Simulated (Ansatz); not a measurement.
## Two runs on BaTiO3

System: BaTiO3 (Pm-3m, 10 atoms in the cell).
Method of run A: DFT with r2SCAN, PAW plane waves, Ueff = 2.45 eV on Ti d, no spin polarisation (Ansatz 0.2.0).

The structure derives from an entry of the Crystallography Open Database. Text and figures count atoms from 1; the logs count them from 0 in places.

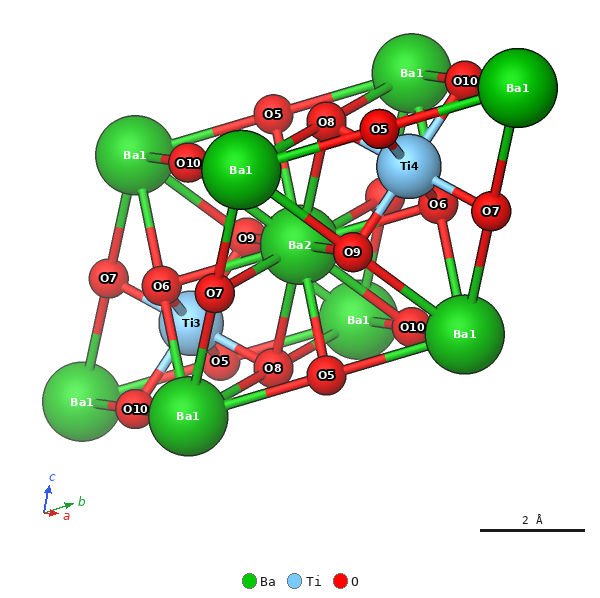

The input geometry (ball-and-stick view of the cell of the calculation, seen at an oblique angle; atoms are numbered from 1 in the order of the input).

## Input file, run A
```yaml
crystal:
  lattice:
    - [4.02119589, 4.02119589, 0.0]
    - [0.0, 4.02119589, 4.02119589]
    - [4.02119589, 0.0, 4.02119589]
  atoms:
    - { symbol: Ba, position: [0.0, 0.0, 0.0] }
    - { symbol: Ba, position: [0.5, 0.5, 0.5] }
    - { symbol: Ti, position: [0.25, 0.25, 0.25] }
    - { symbol: Ti, position: [0.75, 0.75, 0.75] }
    - { symbol: O, position: [0.0, 0.5, 0.0] }
    - { symbol: O, position: [0.5, 0.0, 0.5] }
    - { symbol: O, position: [0.0, 0.0, 0.5] }
    - { symbol: O, position: [0.5, 0.5, 0.0] }
    - { symbol: O, position: [0.0, 0.5, 0.5] }
    - { symbol: O, position: [0.5, 0.0, 0.0] }
  symmetry: { tolerance: 0.0003 }
kpoints:
  mp_grid: { grid: [4, 4, 4], shift: [0, 0, 0] }
magnetization:
  spin_polarized: false
scf:
  occupations: { method: fermi_dirac, width: 0.0332 }
hamiltonian:
  pseudopotentials: { kind: paw }
  xc: r2scan
  hubbard:
    projectors: all-electron-ortho-atomic
    sites: [{ species: Ti, l: d, u_eff: 2.45 }]
basis:
  ecutwfc: 500
output:
  forces: true
  stress: true
  eigenvalues: true
```

Launched with:
```bash
ansatz run input.yaml --threads 1 --pin off --max-ram 2560MiB --backend cpu --events-out ev --progress --plain --runs-dir out
```

Hardware: 1 thread of Intel Xeon (Sapphire Rapids), 64 GiB of memory available, shared host.

## Output, shortened to warnings, some set-up lines, iterations and results (run A)
```
Basis set: ecut = 500 eV, 3287 PW (Γ), exchange–correlation on 180×180×180 points (64 copies of the dense FFT grid, shifted against one another)
Symmetry: 96 space group operations
k-points: 8 of 64
Initial density: superposition of atomic densities (chi_scale 0.1, normalization cell, long waves of neutral atoms under a Hubbard term (reshape's long-wave potential 0.00 eV rms, cloud 2.81 Å wide))
[...]
SCF iter   1: F=—  HF=-20363.936952 eV  |F-HF|=—  |Δ(HF+E_count)|=         —  Δρ=6.42e-2  dr2=7.40e0  dr2_τ=6.24e-1  ethr=3.10e-3  ⟨swp⟩=7.6  Hψ=1781  notcnv=0
SCF iter   2: F=—  HF=-20363.378097 eV  |F-HF|=—  |Δ(HF+E_count)|=   5.59e-1  Δρ=3.29e-2  dr2=1.09e0  dr2_τ=1.74e-1  ethr=3.10e-3  ⟨swp⟩=3.8  Hψ=920  notcnv=0  defer=20
SCF iter   3: F=—  HF=-20363.391355 eV  |F-HF|=—  |Δ(HF+E_count)|=   1.33e-2  Δρ=1.35e-2  dr2=2.77e-1  dr2_τ=2.29e-2  ethr=1.36e-3  ⟨swp⟩=2.4  Hψ=580  notcnv=0  defer=20
SCF iter   4: F=—  HF=-20363.401006 eV  |F-HF|=—  |Δ(HF+E_count)|=   9.65e-3  Δρ=6.09e-3  dr2=4.17e-2  dr2_τ=6.04e-3  ethr=3.46e-4  ⟨swp⟩=2.8  Hψ=693  notcnv=0  defer=20
SCF iter   5: F=—  HF=-20363.399579 eV  |F-HF|=—  |Δ(HF+E_count)|=   1.43e-3  Δρ=1.71e-3  dr2=3.80e-3  dr2_τ=3.25e-4  ethr=5.21e-5  ⟨swp⟩=3.4  Hψ=677  notcnv=0  defer=17
SCF iter   6: F=—  HF=-20363.399565 eV  |F-HF|=—  |Δ(HF+E_count)|=   1.44e-5  Δρ=3.82e-4  dr2=2.28e-4  dr2_τ=1.55e-5  ethr=4.75e-6  ⟨swp⟩=2.2  Hψ=632  notcnv=0  defer=17
SCF iter   7: F=—  HF=-20363.399561 eV  |F-HF|=—  |Δ(HF+E_count)|=   3.27e-6  Δρ=8.68e-5  dr2=1.00e-5  dr2_τ=3.35e-7  ethr=2.85e-7  ⟨swp⟩=2.6  Hψ=525  notcnv=0  defer=17
SCF iter   8: F=—  HF=-20363.399663 eV  |F-HF|=—  |Δ(HF+E_count)|=   1.02e-4  Δρ=9.31e-6  dr2=9.35e-8  dr2_τ=5.72e-9  ethr=1.25e-10  ⟨swp⟩=10.1  Hψ=2213  notcnv=0
SCF iter   9: F=-20363.399663 eV  HF=-20363.399663 eV  |F-HF|=1.62e-9  |Δ(HF+E_count)|=   5.71e-8  Δρ=1.51e-6  dr2=3.10e-9  dr2_τ=1.07e-10  ethr=1.17e-10  ⟨swp⟩=2.0  Hψ=1355  …
SCF 1 converged in 9 iterations: F = -20363.399663 eV  dr2 = 3.10e-9
SCF converged after 9 iterations
Free energy (F): -20363.399663 eV
Harris-Foulkes:  -20363.399663 eV  (|F-HF|=1.62e-9)
Internal energy: -20363.399663 eV  (E = F + TS)
E sigma→0 (E₀):  -20363.399663 eV
Fermi energy:    11.114274 eV
--- Per-component energies (eV) ---
  E_band       = -367.545802
  E_kinetic    = 1943.221963
  E_local      = -4208.521207  (includes V_loc(G=0)·N_el)
  E_nonlocal   = 396.466386
  E_hartree    = 1635.834513
  E_xc         = -950.279021
  E_vxc        = -1207.838738  (∫ρ·V_xc dr)
  E_hubbard    = 4.073732  (on-site DFT+U / exact-exchange correction)
  E_vhub       = 2.858809  (the Hubbard potential's part of the band-sum identity)
  E_paw        = -13568.133560  (= ΣΔE_a)
  E_vpaw       = -638.874048  (= ΣTr[D̂ρ^β])
  E_aug_tail   = 0.006444  (compensation charges beyond the density's cutoff)
  E_vtau       = 73.466883  (kinetic-family band-sum trace: ∫τ·v_τ [+ j·A + Jᵃ·Aᵃ] dr)
  E_ewald      = -5615.511186
  E_core_change = -0.557728  (= ΣΔE_core)
  E_smearing   = -0.000000  (= −TS)
  E_closure    = -0.000000  (closes the sum)
  Σ components = -20363.399663   (vs F -20363.399663, Δ=0.00e0)
--- Forces (eV/Å), atoms counted from 1 ---
  atom   1  Ba     0.00000000    -0.00000000    -0.00000000
  atom   2  Ba     0.00000000    -0.00000000    -0.00000000
  atom   3  Ti     0.00000000    -0.00000000    -0.00000000
  atom   4  Ti     0.00000000     0.00000000    -0.00000000
  atom   5  O      0.00000000    -0.00000000     0.00000000
  atom   6  O      0.00000000    -0.00000000    -0.00000000
  atom   7  O      0.00000000    -0.00000000    -0.00000000
  atom   8  O      0.00000000     0.00000000    -0.00000000
  atom   9  O      0.00000000    -0.00000000     0.00000000
  atom  10  O      0.00000000    -0.00000000    -0.00000000
  max |Σ_I F_I| component: 1.08e-27 eV/Å
--- Stress (GPa, compression-positive) ---
       -2.770023      -0.000000      -0.000000
       -0.000000      -2.770023      -0.000000
        0.000000      -0.000000      -2.770023
  P = ⅓ Tr σ = -2.7700 GPa (-27.700 kbar)
Occupation matrices written to [file]
```

The input of run B differs as follows (lines with − go, lines with + come):
```diff
+  dispersion: d3bjatm
+  write_density: true
+  write_potential: true
+  elf: true
+  volumetric_format: npy
```

Predict how the results change.

The total energies belong to different models, so their difference says nothing on which is more stable or more accurate. The pressure goes from −2.77 to −3.94 GPa. The dispersion correction adds attraction between all atoms, which pulls the cell inwards and lowers the pressure. The number of SCF iterations is the same.

## Output, shortened to warnings, some set-up lines, iterations and results (run B)
```
Basis set: ecut = 500 eV, 3287 PW (Γ), exchange–correlation on 180×180×180 points (64 copies of the dense FFT grid, shifted against one another)
Symmetry: 96 space group operations
k-points: 8 of 64
Initial density: superposition of atomic densities (chi_scale 0.1, normalization cell, long waves of neutral atoms under a Hubbard term (reshape's long-wave potential 0.00 eV rms, cloud 2.81 Å wide))
[...]
SCF iter   1: F=—  HF=-20365.015145 eV  |F-HF|=—  |Δ(HF+E_count)|=         —  Δρ=6.42e-2  dr2=7.40e0  dr2_τ=6.24e-1  ethr=3.10e-3  ⟨swp⟩=7.6  Hψ=1781  notcnv=0
SCF iter   2: F=—  HF=-20364.456291 eV  |F-HF|=—  |Δ(HF+E_count)|=   5.59e-1  Δρ=3.29e-2  dr2=1.09e0  dr2_τ=1.74e-1  ethr=3.10e-3  ⟨swp⟩=3.8  Hψ=920  notcnv=0  defer=20
SCF iter   3: F=—  HF=-20364.469548 eV  |F-HF|=—  |Δ(HF+E_count)|=   1.33e-2  Δρ=1.35e-2  dr2=2.77e-1  dr2_τ=2.29e-2  ethr=1.36e-3  ⟨swp⟩=2.4  Hψ=580  notcnv=0  defer=20
SCF iter   4: F=—  HF=-20364.479199 eV  |F-HF|=—  |Δ(HF+E_count)|=   9.65e-3  Δρ=6.09e-3  dr2=4.17e-2  dr2_τ=6.04e-3  ethr=3.46e-4  ⟨swp⟩=2.8  Hψ=693  notcnv=0  defer=20
SCF iter   5: F=—  HF=-20364.477773 eV  |F-HF|=—  |Δ(HF+E_count)|=   1.43e-3  Δρ=1.71e-3  dr2=3.80e-3  dr2_τ=3.25e-4  ethr=5.21e-5  ⟨swp⟩=3.4  Hψ=677  notcnv=0  defer=17
SCF iter   6: F=—  HF=-20364.477758 eV  |F-HF|=—  |Δ(HF+E_count)|=   1.44e-5  Δρ=3.82e-4  dr2=2.28e-4  dr2_τ=1.55e-5  ethr=4.75e-6  ⟨swp⟩=2.2  Hψ=632  notcnv=0  defer=17
SCF iter   7: F=—  HF=-20364.477755 eV  |F-HF|=—  |Δ(HF+E_count)|=   3.27e-6  Δρ=8.68e-5  dr2=1.00e-5  dr2_τ=3.35e-7  ethr=2.85e-7  ⟨swp⟩=2.6  Hψ=525  notcnv=0  defer=17
SCF iter   8: F=—  HF=-20364.477857 eV  |F-HF|=—  |Δ(HF+E_count)|=   1.02e-4  Δρ=9.31e-6  dr2=9.34e-8  dr2_τ=5.73e-9  ethr=1.25e-10  ⟨swp⟩=13.6  Hψ=3176  notcnv=0
SCF iter   9: F=-20364.477857 eV  HF=-20364.477857 eV  |F-HF|=1.62e-9  |Δ(HF+E_count)|=   5.72e-8  Δρ=1.51e-6  dr2=3.10e-9  dr2_τ=1.07e-10  ethr=1.17e-10  ⟨swp⟩=5.5  Hψ=2298  …
SCF 1 converged in 9 iterations: F = -20364.477857 eV  dr2 = 3.10e-9
SCF converged after 9 iterations
Free energy (F): -20364.477857 eV
Harris-Foulkes:  -20364.477857 eV  (|F-HF|=1.62e-9)
Internal energy: -20364.477857 eV  (E = F + TS)
E sigma→0 (E₀):  -20364.477857 eV
Fermi energy:    11.114274 eV
--- Per-component energies (eV) ---
  E_band       = -367.545802
  E_kinetic    = 1943.221964
  E_local      = -4208.521210  (includes V_loc(G=0)·N_el)
  E_nonlocal   = 396.466387
  E_hartree    = 1635.834514
  E_xc         = -950.279021
  E_vxc        = -1207.838738  (∫ρ·V_xc dr)
  E_hubbard    = 4.073732  (on-site DFT+U / exact-exchange correction)
  E_vhub       = 2.858809  (the Hubbard potential's part of the band-sum identity)
  E_paw        = -13568.133560  (= ΣΔE_a)
  E_vpaw       = -638.874049  (= ΣTr[D̂ρ^β])
  E_aug_tail   = 0.006444  (compensation charges beyond the density's cutoff)
  E_vtau       = 73.466883  (kinetic-family band-sum trace: ∫τ·v_τ [+ j·A + Jᵃ·Aᵃ] dr)
  E_ewald      = -5615.511186
  E_disp       = -1.078194  (pairwise vdW)
  E_core_change = -0.557728  (= ΣΔE_core)
  E_smearing   = -0.000000  (= −TS)
  E_closure    = -0.000000  (closes the sum)
  Σ components = -20364.477857   (vs F -20364.477857, Δ=0.00e0)
--- Forces (eV/Å), atoms counted from 1 ---
  atom   1  Ba     0.00000000     0.00000000     0.00000000
  atom   2  Ba    -0.00000000     0.00000000     0.00000000
  atom   3  Ti     0.00000000    -0.00000000     0.00000000
  atom   4  Ti     0.00000000    -0.00000000     0.00000000
  atom   5  O      0.00000000     0.00000000     0.00000000
  atom   6  O      0.00000000     0.00000000    -0.00000000
  atom   7  O      0.00000000    -0.00000000    -0.00000000
  atom   8  O      0.00000000    -0.00000000     0.00000000
  atom   9  O      0.00000000    -0.00000000    -0.00000000
  atom  10  O      0.00000000    -0.00000000     0.00000000
  max |Σ_I F_I| component: 3.29e-28 eV/Å
--- Stress (GPa, compression-positive) ---
       -3.938447      -0.000000       0.000000
        0.000000      -3.938447       0.000000
        0.000000       0.000000      -3.938447
  P = ⅓ Tr σ = -3.9384 GPa (-39.384 kbar)
Occupation matrices written to [file]
```

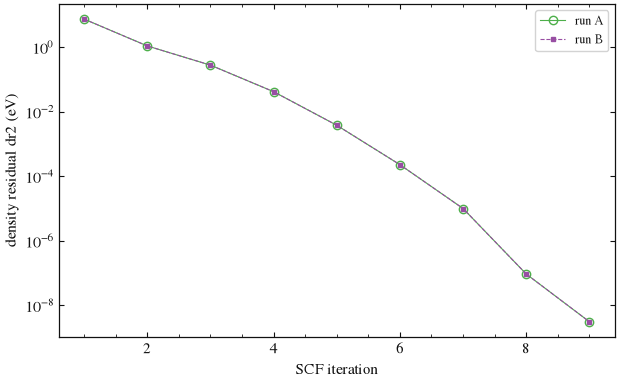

Convergence of the two runs: density residual dr2 against the SCF iteration. Run A takes 9 iterations in all, and run B takes 9.

## The two runs side by side

```csv
quantity,run A,run B
outcome,converged,converged
free energy per atom (eV),−2036.3400,−2036.4478
gap on the mesh (eV),2.41,2.41
pressure (GPa),−2.77,−3.94
largest force (eV/Å),0.000,0.000
SCF iterations,9,9
irreducible k-points,8,8
plane waves at Γ,3287,3287
wall time (shared host),10 s,11 s
```
